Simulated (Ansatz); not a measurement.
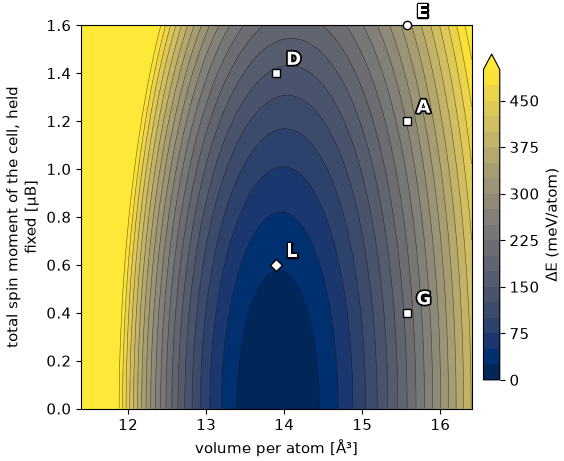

Ir (P6_3/mmc, No. 194; 2 atoms in the cell). The energy is mapped over volume and a fixed ferromagnetic moment. Coordinates scanned: (1) volume per atom; (2) total spin moment of the cell, held fixed. Nothing is relaxed (shape and fractional coordinates fixed). The grid has 7 × 9 points. Points are written as (first, second). Energies are in meV/atom, from the lowest grid point. The moment is held fixed and parallel; antiferromagnetic orders weren't tried. The calculation used DFT LDA, scalar-relativistic, plane waves, PAW in Ansatz. Settings: cutoff 420 eV, k-mesh 21×21×12 in the order of the run's cell vectors, gaussian smearing 0.15 eV.

Drawn: filled contours, one colour for all values above the top of the scale, lettered points. Between grid points the surface is interpolated.

Is D the lowest point of the computed grid?

No. D lies 145 meV/atom above the lowest grid point, which is at (13.90 Å³, 0.0 μB).

What kind of point is each of A, G: minimum, saddle, maximum or slope?

A: on a slope; G: on a slope. (In these two coordinates alone; a stationary point may lie a little off the grid point.)

PAW datasets: the set soft_1.
